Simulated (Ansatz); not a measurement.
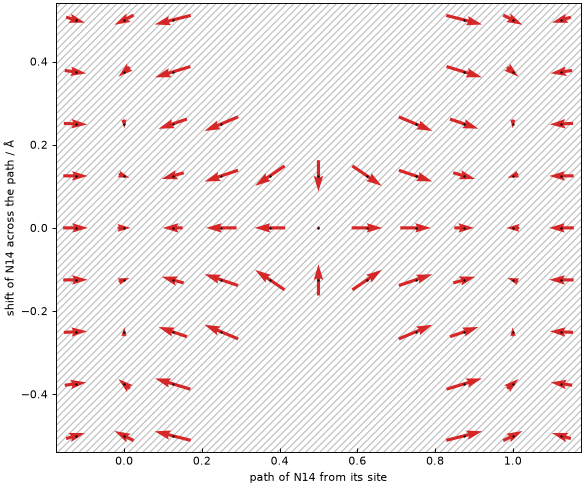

BN (P4_2/mnm phase) with one N vacancy (15 atoms in the cell, cell charge +3). An atom moved over a plane that holds its own site and a neighbouring vacancy (x along [0 −1 1], y along [0 1 1], z along [−1 0 0] of the conventional cell). Coordinates scanned: (1) path of N14 from its site (0) to the vacancy (1), 2.344 Å; (2) shift of N14 across the path, along the Cartesian direction [−1 1 0]. Nothing is relaxed (all other atoms held at the sites of the perfect crystal). The grid has 11 × 9 points; 22 points were computed and 51 follow by symmetry. At 26 points there is no value (left out of the scan, as a rule where atoms come close). Points are written as (first, second). The cell is charged on a uniform background, without a charge correction. The calculation used DFT PBE, scalar-relativistic, plane waves, PAW (Ansatz). Settings: cutoff 420 eV, k-mesh 6×6×6, gaussian smearing 0.05 eV, no spin polarisation.

Drawn: dots at the grid points, arrows along the force (downhill), their lengths compressed, hatched blanks where no value was computed.

The arrows alone are given. Where are the wells?

Answer. The arrows converge at about (0.041, 0.000 Å); about (0.97, −0.01 Å) (read from the interpolated surface).

The energy map of the same scan:

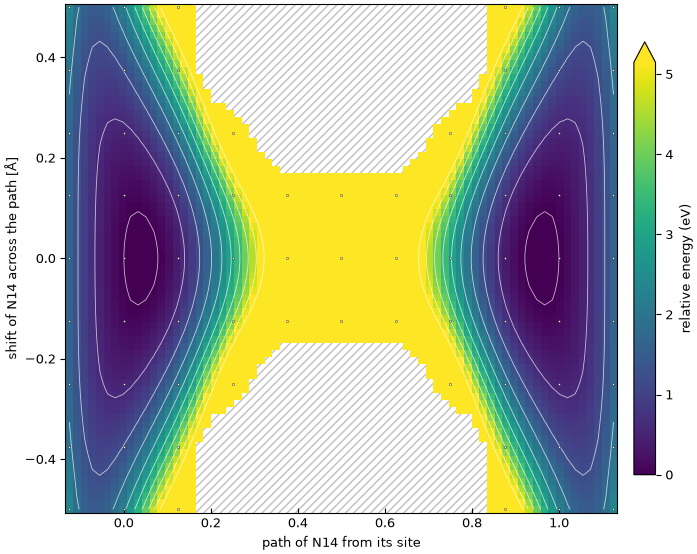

Energies are in eV, from the lowest grid point; between grid points the surface is interpolated.

PAW datasets: the set soft_1.
